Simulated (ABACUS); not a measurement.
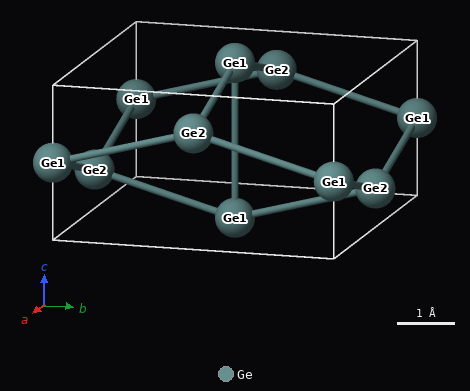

*The structure (ball-and-stick view of the cell 2 times as large as that of the calculation, set on its symmetry axes, seen slightly off an axis; atoms are numbered from 1 in the order of the input).*

Near neighbours in the crystal (not all of them lie inside the picture): Ge has 6 Ge at 2.67 to 2.79 Å.

## Band-structure run of Ge

- system: Ge (I4₁/amd, 2 atoms in the cell)
- method: Kohn-Sham DFT of a periodic cell, BP86, GBRV ultrasoft 1.5 PBE, no spin polarisation (ABACUS 3.10.1)

The structure derives from a Materials Project entry. It belongs to a series of runs on one base structure; here: bands on the converged density.

### The input
```
INPUT_PARAMETERS
suffix              Ge
calculation         nscf
basis_type          pw
pseudo_dir          ./
symmetry            -1
dft_functional      GGA_X_B88+GGA_C_P86
ecutwfc             40.0
pseudo_rcut         10
nspin               1
nbands              24
ks_solver           dav
smearing_method     fd
smearing_sigma      0.00367493
scf_thr             1e-08
scf_nmax            100
mixing_type         broyden
mixing_beta         0.7
ecutrho             320.0
init_chg            file
pw_diag_thr         1e-07
out_band            1
kpar                4
```

### File STRU
```
ATOMIC_SPECIES
Ge 72.6300 ge_pbe_v1.4.uspp.F.UPF

LATTICE_CONSTANT
1.8897261246

LATTICE_VECTORS
-2.5744897190 2.5744897190 1.3974126432
2.5744897190 -2.5744897190 1.3974126432
2.5744897190 2.5744897190 -1.3974126432

ATOMIC_POSITIONS
Direct

Ge
0.0
2
0.5000000000 0.5000000000 0.0000000000 1 1 1
0.2500000000 0.7500000000 0.5000000000 1 1 1
```

### File KPT
```
K_POINTS
11
Line
0.00000000 0.00000000 0.00000000 10 // G
0.00000000 0.00000000 0.50000000 10 // X
-0.50000000 0.50000000 0.50000000 10 // M
0.00000000 0.00000000 0.00000000 10 // G
0.32365581 0.32365581 -0.32365581 10 // Z
0.25000000 0.25000000 0.25000000 10 // P
0.00000000 0.50000000 0.00000000 10 // N
-0.32365581 0.67634419 0.32365581 10 // Z1
-0.50000000 0.50000000 0.50000000 1 // M
0.00000000 0.00000000 0.50000000 10 // X
0.25000000 0.25000000 0.25000000 1 // P
```

Launched with:
```bash
OMP_NUM_THREADS=1 mpirun -np 4 abacus > log
```

### Output
```
ABACUS v3.10.1

               Atomic-orbital Based Ab-initio Computation at UStc

 ------------------------------------------------------------------------------------

 READING GENERAL INFORMATION
                           global_out_dir = OUT.Ge/
                           global_in_card = INPUT
                               pseudo_dir = ./
                              orbital_dir =
                                    DSIZE = 4
                                    GSIZE = 1

 READING UNITCELL INFORMATION
                                    ntype = 1
                  lattice constant (Bohr) = 1.88973
              lattice constant (Angstrom) = 1

 READING ATOM TYPE 1
                               atom label = Ge
                      L=0, number of zeta = 1
                      L=1, number of zeta = 1
                      L=2, number of zeta = 1
             number of atom for this type = 2

                        TOTAL ATOM NUMBER = 2
DIRECT COORDINATES
    atom                   x                   y                   z     mag                  vx                  vy                  vz
taud_Ge1            0.5000000000        0.5000000000        0.0000000000  0.0000        0.0000000000        0.0000000000        0.0000000000
taud_Ge2            0.2500000000        0.7500000000        0.5000000000  0.0000        0.0000000000        0.0000000000        0.0000000000

                          Volume (Bohr^3) = 250.014
                             Volume (A^3) = 37.0481

 Lattice vectors: (Cartesian coordinate: in unit of a_0)
             -2.57449            +2.57449            +1.39741
             +2.57449            -2.57449            +1.39741
             +2.57449            +2.57449            -1.39741
 Reciprocal vectors: (Cartesian coordinate: in unit of 2 pi/a_0)
                   +0           +0.194213           +0.357804
            +0.194213                  +0           +0.357804
            +0.194213           +0.194213                  +0
 The esolver type has been set to : ksdft_pw

                PAO radial cut off (Bohr) = 10

 Read in pseudopotential file is ge_pbe_v1.4.uspp.F.UPF
                     pseudopotential type = US
          exchange-correlation functional = PBE
                 nonlocal core correction = 1
                        valence electrons = 14
                                     lmax = 2
                           number of zeta = 3
                     number of projectors = 6
                           L of projector = 0
                           L of projector = 0
                           L of projector = 1
                           L of projector = 1
                           L of projector = 2
                           L of projector = 2
 XC functional updated to : GGA_X_B88+GGA_C_P86
          exchange-correlation functional = GGA_X_B88+GGA_C_P86
     initial pseudo atomic orbital number = 18

 SETUP THE ELECTRONS NUMBER
            electron number of element Ge = 14
      total electron number of element Ge = 28
            AUTOSET number of electrons:  = 28
                           occupied bands = 14
                                   NBANDS = 24
                                   NLOCAL = 18

%%%%%%%%%%%%%%%%%%%%%%%%%%%%%%%%%%%%%%%%%%%%%%%%%%%%%%%%%%%%%%%%%%%%%%%%%%%%%%%%%%%%%%%%%%%%%%%%%%%%%%%%%%
 Warning: the number of valence electrons in pseudopotential > 4 for Ge: [Ar] 3d10 4s2 4p2
 Pseudopotentials with additional electrons can yield (more) accurate outcomes, but may be less efficient.
 If you're confident that your chosen pseudopotential is appropriate, you can safely ignore this warning.
%%%%%%%%%%%%%%%%%%%%%%%%%%%%%%%%%%%%%%%%%%%%%%%%%%%%%%%%%%%%%%%%%%%%%%%%%%%%%%%%%%%%%%%%%%%%%%%%%%%%%%%%%%

 SETUP THE PLANE WAVE BASIS
 energy cutoff for charge/potential (unit:Ry) = 160
            fft grid for charge/potential = [ 30, 30, 30 ]
                        fft grid division = [ 1, 1, 1 ]
        big fft grid for charge/potential = [ 45, 45, 45 ]
                                     nbxx = 91125
                                     nrxx = 27000

 SETUP PLANE WAVES FOR CHARGE/POTENTIAL
                    number of plane waves = 8571
                         number of sticks = 457

 PARALLEL PW FOR CHARGE/POTENTIAL
     PROC   COLUMNS(POT)             PW
        1            457           8571
 --------------- sum -------------------
        1            457           8571
                            number of |g| = 556
                                  max |g| = 14.468
                                  min |g| = 0

 energy cutoff for dense charge/potential (unit:Ry) = 320
      fft grid for dense charge/potential = [ 45, 45, 45 ]
                                     nrxx = 91125

 SETUP PLANE WAVES FOR dense CHARGE/POTENTIAL
                    number of plane waves = 24087
                         number of sticks = 917

 PARALLEL PW FOR dense CHARGE/POTENTIAL
     PROC   COLUMNS(POT)             PW
        1            917          24087
 --------------- sum -------------------
        1            917          24087
                            number of |g| = 1414
                                  max |g| = 28.9422
                                  min |g| = 0

----------- Double Check Mixing Parameters Begin ------------
mixing_type: broyden
mixing_beta: 0.7
mixing_gg0: 1
mixing_gg0_min: 0.1
mixing_ndim: 8
----------- Double Check Mixing Parameters End ------------

 SETUP K-POINTS
                                    nspin = 1
                                   nkstot = 92
K-POINTS DIRECT COORDINATES
 KPOINTS    DIRECT_X    DIRECT_Y    DIRECT_Z  WEIGHT
       1  0.00000000  0.00000000  0.00000000  1.0000
       2  0.00000000  0.00000000  0.05000000  1.0000
       3  0.00000000  0.00000000  0.10000000  1.0000
       4  0.00000000  0.00000000  0.15000000  1.0000
       5  0.00000000  0.00000000  0.20000000  1.0000
       6  0.00000000  0.00000000  0.25000000  1.0000
       7  0.00000000  0.00000000  0.30000000  1.0000
       8  0.00000000  0.00000000  0.35000000  1.0000
       9  0.00000000  0.00000000  0.40000000  1.0000
      10  0.00000000  0.00000000  0.45000000  1.0000
      11  0.00000000  0.00000000  0.50000000  1.0000
      12 -0.05000000  0.05000000  0.50000000  1.0000
      13 -0.10000000  0.10000000  0.50000000  1.0000
      14 -0.15000000  0.15000000  0.50000000  1.0000
      15 -0.20000000  0.20000000  0.50000000  1.0000
      16 -0.25000000  0.25000000  0.50000000  1.0000
      17 -0.30000000  0.30000000  0.50000000  1.0000
      18 -0.35000000  0.35000000  0.50000000  1.0000
      19 -0.40000000  0.40000000  0.50000000  1.0000
      20 -0.45000000  0.45000000  0.50000000  1.0000
      21 -0.50000000  0.50000000  0.50000000  1.0000
      22 -0.45000000  0.45000000  0.45000000  1.0000
      23 -0.40000000  0.40000000  0.40000000  1.0000
      24 -0.35000000  0.35000000  0.35000000  1.0000
      25 -0.30000000  0.30000000  0.30000000  1.0000
      26 -0.25000000  0.25000000  0.25000000  1.0000
      27 -0.20000000  0.20000000  0.20000000  1.0000
      28 -0.15000000  0.15000000  0.15000000  1.0000
      29 -0.10000000  0.10000000  0.10000000  1.0000
      30 -0.05000000  0.05000000  0.05000000  1.0000
[... 62 further k points ...]

           k-point number in this process = 23
       minimum distributed K point number = 23

[... K-POINTS CARTESIAN COORDINATES: 23 rows ...]

[... K-POINTS DIRECT COORDINATES: 23 rows ...]

 SETUP PLANE WAVES FOR WAVE FUNCTIONS
     energy cutoff for wavefunc (unit:Ry) = 40
              fft grid for wave functions = [ 30, 30, 30 ]
                    number of plane waves = 1445
                         number of sticks = 143

 PARALLEL PW FOR WAVE FUNCTIONS
     PROC   COLUMNS(POT)             PW
        1            143           1445
 --------------- sum -------------------
        1            143           1445

 SETUP NONLOCAL PSEUDOPOTENTIALS IN PLANE WAVE BASIS
 Ge non-local projectors:
 projector 1 L=0
 projector 2 L=0
 projector 3 L=1
 projector 4 L=1
 projector 5 L=2
 projector 6 L=2
      TOTAL NUMBER OF NONLOCAL PROJECTORS = 36

 Init Non-Local PseudoPotential table :
 Init Non-Local-Pseudopotential done.

                                     npwx = 1109

 Make real space PAO into reciprocal space.
       max mesh points in Pseudopotential = 695
     dq(describe PAO in reciprocal space) = 0.01
                                    max q = 763

 number of pseudo atomic orbitals for Ge is 3
WARNING: norm of atomic wavefunction # 3 of atomic type Ge is 0.999782, renormalized

 -------------------------------------------
 NONSELF-CONSISTENT
 -------------------------------------------
                                 init_chg = file
 try to read charge from file
 Read in the charge density: OUT.Ge//Ge-CHARGE-DENSITY.restart

 PW ALGORITHM --------------- ION=   1  ELEC=   1--------------------------------
 k(1/92) Iter steps (avg)=12 threshold=1e-07
 k(2/92) Iter steps (avg)=14 threshold=1e-07
 k(3/92) Iter steps (avg)=14 threshold=1e-07
 k(4/92) Iter steps (avg)=14 threshold=1e-07
 k(5/92) Iter steps (avg)=12 threshold=1e-07
 k(6/92) Iter steps (avg)=12 threshold=1e-07
 k(7/92) Iter steps (avg)=11 threshold=1e-07
 k(8/92) Iter steps (avg)=12 threshold=1e-07
 k(9/92) Iter steps (avg)=12 threshold=1e-07
 k(10/92) Iter steps (avg)=14 threshold=1e-07
 k(11/92) Iter steps (avg)=13 threshold=1e-07
 k(12/92) Iter steps (avg)=14 threshold=1e-07
 k(13/92) Iter steps (avg)=13 threshold=1e-07
 k(14/92) Iter steps (avg)=14 threshold=1e-07
 k(15/92) Iter steps (avg)=13 threshold=1e-07
 k(16/92) Iter steps (avg)=13 threshold=1e-07
 k(17/92) Iter steps (avg)=12 threshold=1e-07
 k(18/92) Iter steps (avg)=12 threshold=1e-07
 k(19/92) Iter steps (avg)=13 threshold=1e-07
 k(20/92) Iter steps (avg)=13 threshold=1e-07
 k(21/92) Iter steps (avg)=14 threshold=1e-07
 k(22/92) Iter steps (avg)=15 threshold=1e-07
 k(23/92) Iter steps (avg)=15 threshold=1e-07
[... levels at 23 k points of this process ...]

 Density error is 0.00000000000
                          Error Threshold = 1.00000000000e-07
----------------------------------------------------------
     Energy           Rydberg                 eV
----------------------------------------------------------
 E_KohnSham     -428.0214650578      -5823.5307910946
 E_KS(sigma->0) -428.0213399620      -5823.5290890783
 E_Harris       -428.0214650578      -5823.5307910946
 E_band         -17.0012965201       -231.3145060613
 E_one_elec     -230.9743187069      -3142.5668260820
 E_Hartree      144.2209048019       1962.2260760219
 E_xc           -117.1849318556      -1594.3827929778
 E_Ewald        -224.0828691056      -3048.8038440240
 E_entropy(-TS) -0.0002501917        -0.0034040326
 E_descf        0.0000000000         0.0000000000
 E_exx          0.0000000000         0.0000000000
 E_Fermi        0.7717247356         10.4998536914
----------------------------------------------------------

 charge density convergence is achieved
 final etot is -5823.5307911 eV
 EFERMI = 10.499853691 eV

 STATE ENERGY(eV) AND OCCUPATIONS    NSPIN == 1
 1/23 kpoint (Cartesian) = 0.0000 0.0000 0.0000 (1109 pws)
       1       -13.8191      0.0217391
       2       -13.7715      0.0217391
       3       -13.7425      0.0217391
       4       -13.7392      0.0217391
       5       -13.6343      0.0217391
       6       -13.6343      0.0217391
       7       -13.6279      0.0217391
       8       -13.6279      0.0217391
       9       -13.5685      0.0217391
      10       -13.5026      0.0217391
      11       -2.33502      0.0217391
      12        6.80547      0.0217391
      13        8.63673      0.0217391
      14        8.63673      0.0217391
      15        14.4289    1.62015e-36
      16        18.5100    5.78040e-72
      17        18.5100    5.77757e-72
      18        19.0388    1.47486e-76
      19        19.2418    2.54266e-78
      20        22.5338        0.00000
      21        23.5154        0.00000
      22        24.6734        0.00000
      23        25.7815        0.00000
      24        25.7815        0.00000

 2/23 kpoint (Cartesian) = 0.0097107 0.0097107 0.0000 (1089 pws)
       1       -13.8177      0.0217391
       2       -13.7718      0.0217391
       3       -13.7413      0.0217391
       4       -13.7400      0.0217391
       5       -13.6349      0.0217391
       6       -13.6336      0.0217391
       7       -13.6276      0.0217391
       8       -13.6275      0.0217391
       9       -13.5694      0.0217391
      10       -13.5040      0.0217391
      11       -2.30749      0.0217391
      12        6.52001      0.0217391
      13        8.66700      0.0217391
      14        8.85990      0.0217391
      15        14.5698    9.67872e-38
      16        18.1012    2.05426e-68
      17        18.3551    1.28086e-70
      18        19.2152    4.33403e-78
      19        19.2267    3.44493e-78
      20        22.7349        0.00000
      21        23.5083        0.00000
      22        24.4973        0.00000
      23        25.8630        0.00000
      24        25.9836        0.00000

 3/23 kpoint (Cartesian) = 0.019421 0.019421 0.0000 (1082 pws)
       1       -13.8137      0.0217391
       2       -13.7725      0.0217391
       3       -13.7424      0.0217391
       4       -13.7377      0.0217391
       5       -13.6368      0.0217391
       6       -13.6316      0.0217391
       7       -13.6266      0.0217391
       8       -13.6260      0.0217391
       9       -13.5718      0.0217391
      10       -13.5081      0.0217391
      11       -2.22490      0.0217391
      12        5.89853      0.0217391
      13        8.75769      0.0217391
      14        9.30241      0.0217391
      15        14.9844    2.42457e-41
      16        17.3903    3.07231e-62
      17        17.9400    5.15894e-67
      18        19.1404    1.93371e-77
      19        19.3422    3.41854e-79
      20        23.2794        0.00000
      21        23.4457        0.00000
      22        24.1621        0.00000
      23        26.1023        0.00000
      24        26.3022        0.00000

 4/23 kpoint (Cartesian) = 0.029132 0.029132 0.0000 (1076 pws)
       1       -13.8071      0.0217391
       2       -13.7735      0.0217391
       3       -13.7460      0.0217391
       4       -13.7319      0.0217391
       5       -13.6399      0.0217391
       6       -13.6286      0.0217391
       7       -13.6251      0.0217391
       8       -13.6236      0.0217391
       9       -13.5757      0.0217391
      10       -13.5147      0.0217391
      11       -2.08731      0.0217391
      12        5.16763      0.0217391
      13        8.90848      0.0217391
      14        9.76210      0.0217391
      15        15.6478    4.19472e-47
      16        16.6035    2.09631e-55
      17        17.3635    5.25355e-62
      18        19.0309    1.72862e-76
      19        19.3040    7.33762e-79
      20        23.3047        0.00000
      21        23.8199        0.00000
      22        24.0432        0.00000
      23        26.4856        0.00000
      24        26.8725        0.00000

 5/23 kpoint (Cartesian) = 0.038843 0.038843 0.0000 (1072 pws)
       1       -13.7981      0.0217391
       2       -13.7748      0.0217391
       3       -13.7503      0.0217391
       4       -13.7240      0.0217391
       5       -13.6445      0.0217391
       6       -13.6250      0.0217391
       7       -13.6234      0.0217391
       8       -13.6204      0.0217391
       9       -13.5810      0.0217391
      10       -13.5233      0.0217391
      11       -1.89478      0.0217391
      12        4.40875      0.0217391
      13        9.11887      0.0217391
      14        10.1952      0.0216901
      15        15.8001    1.99381e-48
      16        16.5212    1.08721e-54
      17        16.7077    2.60737e-56
      18        18.9035    2.20985e-75
      19        19.1795    8.84279e-78
      20        23.1223        0.00000
      21        23.5094        0.00000
      22        24.9237        0.00000
      23        26.9957        0.00000
      24        27.5173        0.00000

 6/23 kpoint (Cartesian) = 0.048553 0.048553 0.0000 (1076 pws)
       1       -13.7869      0.0217391
       2       -13.7759      0.0217391
       3       -13.7550      0.0217391
       4       -13.7143      0.0217391
       5       -13.6508      0.0217391
       6       -13.6222      0.0217391
       7       -13.6212      0.0217391
       8       -13.6162      0.0217391
       9       -13.5874      0.0217391
      10       -13.5333      0.0217391
      11       -1.64748      0.0217391
      12        3.65551      0.0217391
      13        9.38812      0.0217391
      14        10.6090     0.00220339
      15        15.0079    1.51724e-41
      16        16.0246    2.23771e-50
      17        17.5618    9.95259e-64
      18        18.7744    2.91914e-74
      19        19.0211    2.10063e-76
      20        22.9370        0.00000
      21        23.2426        0.00000
      22        25.8641        0.00000
      23        27.6154        0.00000
      24        28.1038        0.00000

[... levels at 17 further k points ...]

 --------------------------------------------
 !FINAL_ETOT_IS -5823.530791094583 eV
 --------------------------------------------

 Output bands in file: OUT.Ge/BANDS_1.dat
```

### Summary

```csv
quantity,value
outcome,converged
space group (tolerance 0.01 Å),I4₁/amd (141)
electrons treated,28
Fermi energy of the self-consistent step,10.988 eV
hardware,"4 threads of Intel Xeon @ 2.90GHz (Ice Lake), 16 GiB of memory available, shared host"
wall time,4.6 s (CPU time 18 s)
peak memory,0.56 GiB
```
